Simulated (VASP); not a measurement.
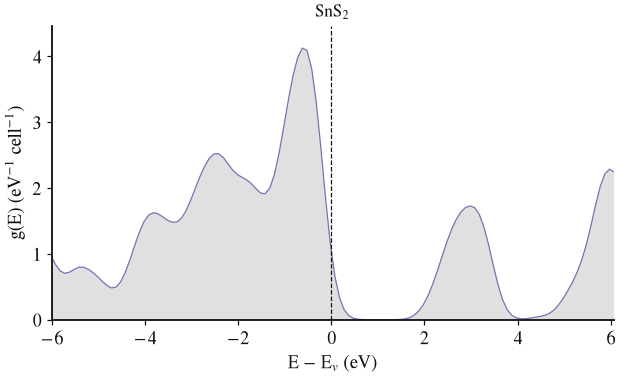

Density of states. Energies are counted from the top of the valence band. The DOS curve is built from the levels of the k mesh with Gaussians 0.55 eV wide, which also blur the band edges; ripples of that width can come from the mesh.

System: CdI2-type SnS₂, space group P-3m1, 3 atoms in the cell.

Space group P-3m1 (No. 164). a = 3.667 Å, b = 3.667 Å, c = 5.811 Å, α = 90.00°, β = 90.00°, γ = 120.00°
```
atom  site  symmetry       x       y       z
  Sn    1a      -3m.  0.0000  0.0000  0.0000
   S    2d       3m.  0.3333  0.6667  0.2544
```

VASP; TB-mBJ, VASP PAW PBE potentials, release 64 (Sn_d, S), no spin polarisation, no spin-orbit coupling, 9×9×5 k mesh, 520 eV cutoff.

> Metal or insulator, going by the density of states?

There is a gap; over the k points computed it is 2.06 eV (indirect; the smallest direct gap on the k mesh is 2.55 eV).

> Where is the tallest peak of the filled states in the window?

Within the window shown, the tallest peak of the filled states lies 0.6 eV under the valence-band top, at about 4.1 states per eV and cell.

The PAW data sets were made with another functional. Spin-orbit coupling is left out, which matters for Sn. This is a model potential built to give gaps, with no total energy. The cell was derived from a database entry in an earlier step, so it needn't be the measured one.
